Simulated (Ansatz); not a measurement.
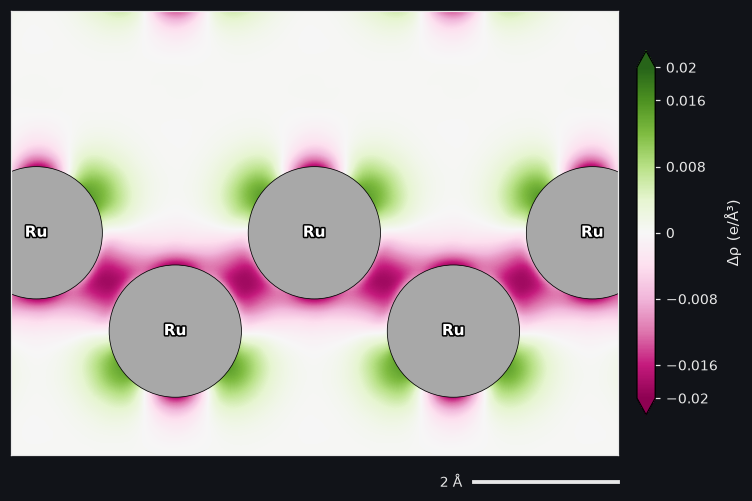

Ru. Difference of the valence pseudo-densities of two functionals at the same geometry, on the (101̄) plane of the calculation cell: PBE less HSE06.

Both computed with Ansatz (plane waves, PAW), on the same k-point mesh. Grey discs cover the atomic cores.

What does the difference map show?

Against HSE06, PBE gives less density around Ru (−0.004 e/Å³ on average at 1.1 Å from the nucleus) and a change of −0.019 e/Å³ at the midpoint of Ru–Ru.
